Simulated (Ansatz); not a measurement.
## H: geometry relaxation (part 1 of 3)

H (P6₃/mmc, 4 atoms in the cell), computed with DFT r2SCAN, scalar-relativistic, plane waves, PAW, no spin polarisation (Ansatz 0.2.0).

The structure derives from a Materials Project entry. It belongs to a series of runs on one base structure; here: biaxial strain in the a-b plane, c and atoms relaxed: -2.0 %. Figures and captions count atoms from 1; the log counts them from 0 in places.

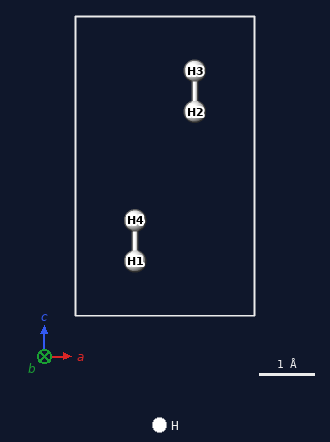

Figure 1. The starting structure (ball-and-stick view of the cell of the calculation, along the b axis; atoms are numbered from 1 in the order of the input).

### Summary

```tsv
quantity	value
outcome	converged
space group (tolerance 0.01 Å)	P6₃/mmc (194)
electrons treated	4
free energy	−63.7719 eV
Fermi energy	−4.617 eV
gap on the k-point mesh	10.00 eV
pressure	0.01 GPa
final volume	72.82 Å³
largest force (length of the vector) at the end	under 0.001 eV/Å
final cell	a = 3.799 Å, b = 3.799 Å, c = 5.825 Å, α = 90.00°, β = 90.00°, γ = 120.00°
hardware	1 thread of Arm Neoverse V2, 24 GiB of memory available, shared host
wall time	28 s
peak memory	0.31 GiB
```

The program warns: the exchange-correlation potential is rough where the density is thin.

### Input
```yaml
crystal:
  lattice:
    - [3.7993005378, 0.0, 0.0]
    - [-1.8996502689, 3.2902907823, 0.0]
    - [0.0, 0.0, 5.4977346984]
  atoms:
    - { symbol: H, position: [0.3333333333, 0.6666666667, 0.1817391295] }
    - { symbol: H, position: [0.6666666667, 0.3333333333, 0.6817391295] }
    - { symbol: H, position: [0.6666666667, 0.3333333333, 0.8182608705] }
    - { symbol: H, position: [0.3333333333, 0.6666666667, 0.3182608705] }
basis:
  ecutwfc: 500
kpoints:
  mp_grid: { grid: [9, 9, 4] }
hamiltonian:
  xc: r2scan
scf:
  occupations: { method: gaussian, width: 0.02 }
output:
  forces: true
  stress: true
  eigenvalues: true
  write_density: true
  write_potential: true
  elf: true
  volumetric_format: npy
relax:
  adjacent_minimum: "off"
  f_tol: 0.008
  max_steps: 40
  cell: { stress_tol: 0.015, fix: [a, b, gamma] }
```

Launch command:
```bash
ansatz run input.yaml --threads 1 --pin off --max-ram 2560MiB --backend cpu --events-out ev --progress --plain --runs-dir out
```

### The program's output
```
Engine: ansatz 0.2.0, aarch64-unknown-linux-gnu
Pseudopotentials: kind: paw
Pseudopotential: H, paw, valence charge 1, recommended cutoff 500 eV (meta_gga), H.paw.azcp
Functional definition: r2SCAN
  parameter k0 = 0.174
  parameter k1 = 0.065
  parameter a1 = 4.9479
  exchange = r2scan_x(k0 = k0, k1 = k1, a1 = a1)
  correlation = r2scan_c
Crystal: 4 atoms, lattice volume = 68.726 Å³
Basis set: ecut = 500 eV, 1701 PW (Γ), exchange–correlation on 120×120×180 points (64 copies of the dense FFT grid, shifted against one another)
Bands: 6, of which v1, the nominal top of the filled ones, is band 2 counted from 1 (1 counted from 0)
Symmetry: 24 space group operations
Space group: P63/mmc (ITA 194), of the structure as read, at distance tolerance 4.1e-5 Å
k-points: 36 of 324
Non-local potential: H, projectors of the file, l = 0: 2, l = 1: 1
PAW form: soft (Blöchl's): semilocal exchange-correlation on the pseudo side does not see the compensation charge
PAW one-centre angular grid: H, 302 points (default); XC on 160 Gauss nodes
Initial density: superposition of atomic densities (neutral atoms: chi_scale 0, normalization atom), corrected by the library's trained network
Initial wavefunctions: pseudopotential atomic-orbital guess
Functional: x = r2scan, c = r2scan; τ floored in thin density (d = 2e-4 eV/Å³)
SCF iter   1: F=—  HF=-63.868374 eV  |F-HF|=—  |Δ(HF+E_count)|=         —  Δρ=1.27e-3  dr2=8.14e-4  dr2_τ=2.40e-2  ethr=1.77e-3  ⟨swp⟩=4.4  Hψ=1847  notcnv=0
preconditioner: auto → none  [insulator: Δε(μ)=9.662 eV  Ē_g=13.126 eV  σ=0.020 eV  W_gap=1.00  n_scr=2 (ndim 8)  ℏωp=9.0 eV  f_vac=0.137  D(μ)=0.00/eV (n_scr^D=0)  ε∞_Penn≈1.5]
SCF iter   2: F=—  HF=-63.768415 eV  |F-HF|=—  |Δ(HF+E_count)|=   1.00e-1  Δρ=5.76e-4  dr2=1.35e-4  dr2_τ=1.61e-5  ethr=2.04e-5  ⟨swp⟩=3.1  Hψ=871  notcnv=0
SCF iter   3: F=—  HF=-63.768459 eV  |F-HF|=—  |Δ(HF+E_count)|=   4.30e-5  Δρ=6.92e-5  dr2=1.96e-6  dr2_τ=4.79e-7  ethr=3.39e-6  ⟨swp⟩=2.1  Hψ=434  notcnv=0
SCF iter   4: F=—  HF=-63.768488 eV  |F-HF|=—  |Δ(HF+E_count)|=   2.97e-5  Δρ=1.02e-5  dr2=3.36e-8  dr2_τ=5.16e-9  ethr=4.90e-8  ⟨swp⟩=2.0  Hψ=432  notcnv=0
iter 5 did not close the SCF: its close was put off for the readings that it lacked (scf_convergence_deferred on its scf_iter line)
SCF iter   5: F=-63.768488 eV  HF=-63.768488 eV  |F-HF|=8.83e-9  |Δ(HF+E_count)|=   1.93e-7  Δρ=1.17e-6  dr2=9.76e-10  dr2_τ=3.72e-11  ethr=8.39e-10  ⟨swp⟩=2.0  Hψ=288  notcnv=0
SCF iter   6: F=-63.768488 eV  HF=-63.768488 eV  |F-HF|=8.06e-10  |Δ(HF+E_count)|=   9.10e-9  Δρ=2.93e-7  dr2=3.88e-11  dr2_τ=5.84e-12  ethr=2.44e-11  ⟨swp⟩=4.0  Hψ=828  notcnv=0
SCF 1 converged in 6 iterations: F = -63.768488 eV  dr2 = 3.88e-11
  greatest PAW one-centre occupation: 0.371 electrons in one spin orbital (limit 2), on the H atom at site 3 (counted from 0), in its partial waves of l = 0
relax step   1: F+E_penalty+E_count = -63.76848836 eV  Δ(F+E_penalty+E_count) = +0.000e0 eV  max|allowed force component| = 3.165e-1 eV/Å  Δτ_max = 0.0000 Å  P = -0.348 GPa  Ω = 68.726 Å³  fix = [a, b, gamma]  reactions: a +0.011, b +0.011 GPa  (6 SCF iters, dr2 threshold 1.00e-7 eV, accepted)
Crystal: 4 atoms, lattice volume = 68.794 Å³
Basis set: ecut = 500 eV, 1725 PW (Γ), exchange–correlation on 120×120×180 points (64 copies of the dense FFT grid, shifted against one another)
Initial density: handed on by an earlier stage of this run
Initial wavefunctions: those handed on with the density
iter 1 solved again at ethr=1.18e-5 eV; its pass at ethr=3.10e-3 eV (dr2=4.72e-4 eV) is discarded
SCF iter   1: F=—  HF=-63.771615 eV  |F-HF|=—  |Δ(HF+E_count)|=         —  Δρ=1.21e-3  dr2=4.97e-4  dr2_τ=6.72e-5  ethr=1.18e-5  ⟨swp⟩=1.0  Hψ=2355  notcnv=0
preconditioner: auto → none  [insulator: Δε(μ)=10.090 eV  Ē_g=13.615 eV  σ=0.020 eV  W_gap=1.00  n_scr=2 (ndim 8)  ℏωp=9.0 eV  f_vac=0.153  D(μ)=0.00/eV (n_scr^D=0)  ε∞_Penn≈1.4]
SCF iter   2: F=—  HF=-63.771356 eV  |F-HF|=—  |Δ(HF+E_count)|=   2.59e-4  Δρ=5.20e-4  dr2=8.18e-5  dr2_τ=9.86e-6  ethr=1.18e-5  ⟨swp⟩=2.6  Hψ=401  notcnv=0
SCF iter   3: F=—  HF=-63.771353 eV  |F-HF|=—  |Δ(HF+E_count)|=   3.40e-6  Δρ=3.02e-5  dr2=4.03e-7  dr2_τ=5.11e-8  ethr=2.04e-6  ⟨swp⟩=3.0  Hψ=408  notcnv=0
SCF iter   4: F=-63.771353 eV  HF=-63.771353 eV  |F-HF|=2.01e-8  |Δ(HF+E_count)|=   5.05e-7  Δρ=9.38e-6  dr2=3.63e-8  dr2_τ=2.00e-9  ethr=1.00e-8  ⟨swp⟩=9.5  Hψ=1484  notcnv=0
SCF 2 converged in 4 iterations: F = -63.771353 eV  dr2 = 3.63e-8
  greatest PAW one-centre occupation: 0.375 electrons in one spin orbital (limit 2), on the H atom at site 3 (counted from 0), in its partial waves of l = 0
relax step   2: F+E_penalty+E_count = -63.77135325 eV  Δ(F+E_penalty+E_count) = -2.865e-3 eV  max|allowed force component| = 7.814e-3 eV/Å  Δτ_max = 0.0047 Å  P = +0.012 GPa  Ω = 68.794 Å³  energy of the carried Pulay correction = -1.105e-5 eV  fix = [a, b, gamma]  reactions: a +0.011, b +0.011 GPa  (4 SCF iters, dr2 threshold 4.00e-7 eV, accepted)
Crystal: 4 atoms, lattice volume = 68.869 Å³
iter 1 solved again at ethr=4.32e-8 eV; its pass at ethr=3.10e-3 eV (dr2=1.73e-6 eV) is discarded
SCF iter   1: F=—  HF=-63.771363 eV  |F-HF|=—  |Δ(HF+E_count)|=         —  Δρ=6.92e-5  dr2=1.61e-6  dr2_τ=3.33e-7  ethr=4.32e-8  ⟨swp⟩=2.3  Hψ=2331  notcnv=0
preconditioner: auto → none  [insulator: Δε(μ)=10.070 eV  Ē_g=13.602 eV  σ=0.020 eV  W_gap=1.00  n_scr=2 (ndim 8)  ℏωp=8.9 eV  f_vac=0.154  D(μ)=0.00/eV (n_scr^D=0)  ε∞_Penn≈1.4]
SCF iter   2: F=—  HF=-63.771361 eV  |F-HF|=—  |Δ(HF+E_count)|=   2.63e-6  Δρ=3.67e-5  dr2=4.18e-7  dr2_τ=4.58e-8  ethr=4.02e-8  ⟨swp⟩=2.0  Hψ=427  notcnv=0
SCF iter   3: F=—  HF=-63.771362 eV  |F-HF|=—  |Δ(HF+E_count)|=   1.04e-6  Δρ=1.40e-6  dr2=1.49e-9  dr2_τ=1.24e-10  ethr=1.04e-8  ⟨swp⟩=2.0  Hψ=288  notcnv=0
SCF iter   4: F=—  HF=-63.771362 eV  |F-HF|=—  |Δ(HF+E_count)|=   2.03e-8  Δρ=3.24e-7  dr2=5.41e-11  dr2_τ=4.73e-12  ethr=3.72e-11  ⟨swp⟩=2.0  Hψ=288  notcnv=0
SCF iter   5: F=-63.771362 eV  HF=-63.771362 eV  |F-HF|=3.06e-11  |Δ(HF+E_count)|=  5.60e-10  Δρ=1.32e-8  dr2=6.59e-14  dr2_τ=4.86e-14  ethr=1.00e-12  ⟨swp⟩=5.0  Hψ=612  notcnv=0
SCF 3 converged in 5 iterations: F = -63.771362 eV  dr2 = 6.59e-14
relax step   3: F+E_penalty+E_count = -63.77136168 eV  Δ(F+E_penalty+E_count) = -8.425e-6 eV  max|allowed force component| = 1.859e-3 eV/Å  Δτ_max = 0.0005 Å  P = +0.023 GPa  Ω = 68.869 Å³  energy of the carried Pulay correction = -2.333e-5 eV  fix = [a, b, gamma]  reactions: a +0.011, b +0.011 GPa  (5 SCF iters, accepted)
Crystal: 4 atoms, lattice volume = 69.406 Å³
iter 1 solved again at ethr=3.29e-6 eV; its pass at ethr=3.10e-3 eV (dr2=1.32e-4 eV) is discarded
SCF iter   1: F=—  HF=-63.771453 eV  |F-HF|=—  |Δ(HF+E_count)|=         —  Δρ=4.98e-4  dr2=1.23e-4  dr2_τ=1.44e-5  ethr=3.29e-6  ⟨swp⟩=1.9  Hψ=2427  notcnv=0
preconditioner: auto → none  [insulator: Δε(μ)=10.083 eV  Ē_g=13.598 eV  σ=0.020 eV  W_gap=1.00  n_scr=2 (ndim 8)  ℏωp=8.9 eV  f_vac=0.165  D(μ)=0.00/eV (n_scr^D=0)  ε∞_Penn≈1.4]
SCF iter   2: F=—  HF=-63.771324 eV  |F-HF|=—  |Δ(HF+E_count)|=   1.30e-4  Δρ=2.43e-4  dr2=2.58e-5  dr2_τ=1.81e-6  ethr=3.07e-6  ⟨swp⟩=2.0  Hψ=432  notcnv=0
SCF iter   3: F=—  HF=-63.771366 eV  |F-HF|=—  |Δ(HF+E_count)|=   4.20e-5  Δρ=2.33e-5  dr2=1.92e-7  dr2_τ=2.27e-8  ethr=6.46e-7  ⟨swp⟩=2.0  Hψ=430  notcnv=0
SCF iter   4: F=—  HF=-63.771366 eV  |F-HF|=—  |Δ(HF+E_count)|=   9.01e-7  Δρ=2.30e-6  dr2=1.78e-9  dr2_τ=2.30e-10  ethr=1.36e-10  ⟨swp⟩=6.1  Hψ=1489  notcnv=0
SCF iter   5: F=-63.771366 eV  HF=-63.771366 eV  |F-HF|=2.77e-10  |Δ(HF+E_count)|=   4.97e-9  Δρ=1.88e-7  dr2=1.66e-11  dr2_τ=1.47e-12  ethr=4.44e-11  ⟨swp⟩=4.0  Hψ=827  notcnv=0
SCF 4 converged in 5 iterations: F = -63.771366 eV  dr2 = 1.66e-11
relax step   4: F+E_penalty+E_count = -63.77136642 eV  Δ(F+E_penalty+E_count) = -4.741e-6 eV  max|allowed force component| = 3.169e-2 eV/Å  Δτ_max = 0.0033 Å  P = +0.054 GPa  Ω = 69.406 Å³  energy of the carried Pulay correction = -1.106e-4 eV  fix = [a, b, gamma]  reactions: a +0.011, b +0.011 GPa  (5 SCF iters, dr2 threshold 5.44e-9 eV, accepted)
Crystal: 4 atoms, lattice volume = 70.027 Å³
Basis set: ecut = 500 eV, 1761 PW (Γ), exchange–correlation on 120×120×180 points (64 copies of the dense FFT grid, shifted against one another)
iter 1 solved again at ethr=5.16e-6 eV; its pass at ethr=3.10e-3 eV (dr2=2.06e-4 eV) is discarded
SCF iter   1: F=—  HF=-63.771454 eV  |F-HF|=—  |Δ(HF+E_count)|=         —  Δρ=5.98e-4  dr2=1.95e-4  dr2_τ=1.86e-5  ethr=5.16e-6  ⟨swp⟩=1.5  Hψ=2412  notcnv=0
preconditioner: auto → none  [insulator: Δε(μ)=10.075 eV  Ē_g=13.583 eV  σ=0.020 eV  W_gap=1.00  n_scr=2 (ndim 8)  ℏωp=8.9 eV  f_vac=0.170  D(μ)=0.00/eV (n_scr^D=0)  ε∞_Penn≈1.4]
SCF iter   2: F=—  HF=-63.771294 eV  |F-HF|=—  |Δ(HF+E_count)|=   1.61e-4  Δρ=2.80e-4  dr2=3.82e-5  dr2_τ=2.23e-6  ethr=4.87e-6  ⟨swp⟩=2.0  Hψ=432  notcnv=0
SCF iter   3: F=—  HF=-63.771344 eV  |F-HF|=—  |Δ(HF+E_count)|=   5.07e-5  Δρ=3.03e-5  dr2=3.16e-7  dr2_τ=3.57e-8  ethr=9.56e-7  ⟨swp⟩=2.0  Hψ=432  notcnv=0
SCF iter   4: F=-63.771346 eV  HF=-63.771346 eV  |F-HF|=1.08e-8  |Δ(HF+E_count)|=   1.33e-6  Δρ=3.00e-6  dr2=2.96e-9  dr2_τ=3.71e-10  ethr=1.57e-9  ⟨swp⟩=10.0  Hψ=1561  notcnv=0
SCF 5 converged in 4 iterations: F = -63.771346 eV  dr2 = 2.96e-9
  greatest PAW one-centre occupation: 0.376 electrons in one spin orbital (limit 2), on the H atom at site 3 (counted from 0), in its partial waves of l = 0
relax step   5: F+E_penalty+E_count = -63.77134580 eV  Δ(F+E_penalty+E_count) = +2.062e-5 eV  max|allowed force component| = 4.198e-2 eV/Å  Δτ_max = 0.0034 Å  P = +0.062 GPa  Ω = 70.027 Å³  energy of the carried Pulay correction = -2.107e-4 eV  fix = [a, b, gamma]  reactions: a +0.011, b +0.011 GPa  (4 SCF iters, dr2 threshold 6.28e-8 eV, accepted)
Crystal: 4 atoms, lattice volume = 70.769 Å³
iter 1 solved again at ethr=8.32e-6 eV; its pass at ethr=3.10e-3 eV (dr2=3.33e-4 eV) is discarded
SCF iter   1: F=—  HF=-63.771445 eV  |F-HF|=—  |Δ(HF+E_count)|=         —  Δρ=7.42e-4  dr2=3.17e-4  dr2_τ=2.64e-5  ethr=8.32e-6  ⟨swp⟩=1.3  Hψ=2422  notcnv=0
preconditioner: auto → none  [insulator: Δε(μ)=10.058 eV  Ē_g=13.559 eV  σ=0.020 eV  W_gap=1.00  n_scr=2 (ndim 8)  ℏωp=8.8 eV  f_vac=0.175  D(μ)=0.00/eV (n_scr^D=0)  ε∞_Penn≈1.4]
SCF iter   2: F=—  HF=-63.771249 eV  |F-HF|=—  |Δ(HF+E_count)|=   1.96e-4  Δρ=3.35e-4  dr2=5.94e-5  dr2_τ=3.06e-6  ethr=7.92e-6  ⟨swp⟩=2.1  Hψ=432  notcnv=0
SCF iter   3: F=—  HF=-63.771315 eV  |F-HF|=—  |Δ(HF+E_count)|=   6.63e-5  Δρ=3.77e-5  dr2=4.95e-7  dr2_τ=5.24e-8  ethr=1.49e-6  ⟨swp⟩=2.0  Hψ=432  notcnv=0
SCF iter   4: F=-63.771317 eV  HF=-63.771317 eV  |F-HF|=2.23e-8  |Δ(HF+E_count)|=   2.00e-6  Δρ=3.76e-6  dr2=4.68e-9  dr2_τ=5.68e-10  ethr=2.75e-9  ⟨swp⟩=10.0  Hψ=1561  notcnv=0
SCF 6 converged in 4 iterations: F = -63.771317 eV  dr2 = 4.68e-9
relax step   6: F+E_penalty+E_count = -63.77131700 eV  Δ(F+E_penalty+E_count) = +2.880e-5 eV  max|allowed force component| = 3.068e-2 eV/Å  Δτ_max = 0.0037 Å  P = +0.044 GPa  Ω = 70.769 Å³  energy of the carried Pulay correction = -3.292e-4 eV  fix = [a, b, gamma]  reactions: a +0.011, b +0.011 GPa  (4 SCF iters, dr2 threshold 1.10e-7 eV, accepted)
Crystal: 4 atoms, lattice volume = 71.144 Å³
iter 1 solved again at ethr=2.61e-6 eV; its pass at ethr=3.10e-3 eV (dr2=1.04e-4 eV) is discarded
SCF iter   1: F=—  HF=-63.771363 eV  |F-HF|=—  |Δ(HF+E_count)|=         —  Δρ=4.10e-4  dr2=1.00e-4  dr2_τ=7.16e-6  ethr=2.61e-6  ⟨swp⟩=1.1  Hψ=2407  notcnv=0
preconditioner: auto → none  [insulator: Δε(μ)=10.035 eV  Ē_g=13.541 eV  σ=0.020 eV  W_gap=1.00  n_scr=2 (ndim 8)  ℏωp=8.8 eV  f_vac=0.172  D(μ)=0.00/eV (n_scr^D=0)  ε∞_Penn≈1.4]
SCF iter   2: F=—  HF=-63.771280 eV  |F-HF|=—  |Δ(HF+E_count)|=   8.28e-5  Δρ=1.76e-4  dr2=1.77e-5  dr2_τ=7.98e-7  ethr=2.51e-6  ⟨swp⟩=2.3  Hψ=432  notcnv=0
SCF iter   3: F=—  HF=-63.771294 eV  |F-HF|=—  |Δ(HF+E_count)|=   1.44e-5  Δρ=1.97e-5  dr2=1.37e-7  dr2_τ=1.32e-8  ethr=4.42e-7  ⟨swp⟩=2.0  Hψ=387  notcnv=0
SCF iter   4: F=-63.771295 eV  HF=-63.771295 eV  |F-HF|=6.88e-9  |Δ(HF+E_count)|=   5.10e-7  Δρ=2.11e-6  dr2=1.47e-9  dr2_τ=1.63e-10  ethr=1.47e-9  ⟨swp⟩=9.6  Hψ=1500  notcnv=0
SCF 7 converged in 4 iterations: F = -63.771295 eV  dr2 = 1.47e-9
relax step   7: F+E_penalty+E_count = -63.77129492 eV  Δ(F+E_penalty+E_count) = +2.209e-5 eV  max|allowed force component| = 5.707e-3 eV/Å  Δτ_max = 0.0016 Å  P = +0.014 GPa  Ω = 71.144 Å³  energy of the carried Pulay correction = -3.885e-4 eV  fix = [a, b, gamma]  reactions: a +0.011, b +0.011 GPa  (4 SCF iters, dr2 threshold 5.88e-8 eV, accepted)
Crystal: 4 atoms, lattice volume = 71.247 Å³
iter 1 solved again at ethr=1.83e-7 eV; its pass at ethr=3.10e-3 eV (dr2=7.32e-6 eV) is discarded
```
